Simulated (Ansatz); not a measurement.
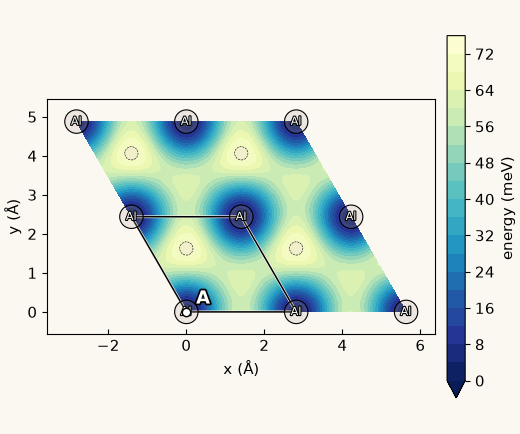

H on an Al(111) slab cut from the Fm-3m phase, its upper half relaxed before the scan (12 atoms of substrate and one adsorbate in a 2 × 2 cell). 
- H is moved over the surface cell at a fixed height above a rigid substrate; the origin of the map has the adsorbate above Al9; the height is held at 3.10 Å.
- Places are given modulo a cell vector. The map is drawn in real space over the plane of the surface.
- The scan uses a 6 × 6 grid; 10 points were computed and 26 follow by symmetry.
- Places are given in fractions of the 1 × 1 surface cell.
- All energies are given in meV relative to the lowest grid point.
- The runs have no spin polarisation, so an open-shell adsorbate far from the surface lies too high. At a fixed height the lowest place need not be the adsorption site.
- Theory: DFT PBE+D3(BJ), scalar-relativistic, plane waves, PAW (Ansatz). Settings: cutoff 420 eV, k-mesh 6×6×1, gaussian smearing 0.1 eV, no spin polarisation.

The picture shows filled contours, labelled circles for the atoms of the top layer and small ones for the second layer, the outline of one cell of the 2 × 2 shown, the point A. Between grid points the surface is interpolated.

Question: Find the lowest pass out of the well at A.

Answer: The easiest path leads from the well at the top site over a surface Al atom, (0/6, 0/6) of the cell vectors to its copy one period on. Its highest point lies about 59 meV above the bottom of the first well on the interpolated surface, at about (0.54, 0.46) of the cell vectors. This is the barrier on the constrained surface; relaxing the other coordinates would change it.

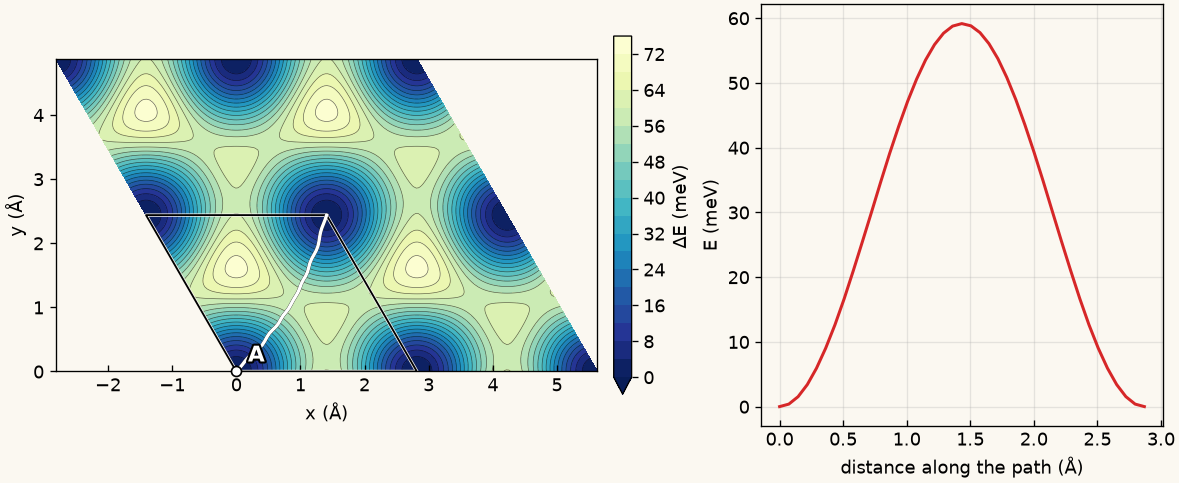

The picture shows filled contours, a line along the lowest path, the outline of one cell of the 2 × 2 shown, the energy along the path at the right. Between grid points the surface is interpolated.

PAW datasets: the set soft_1.
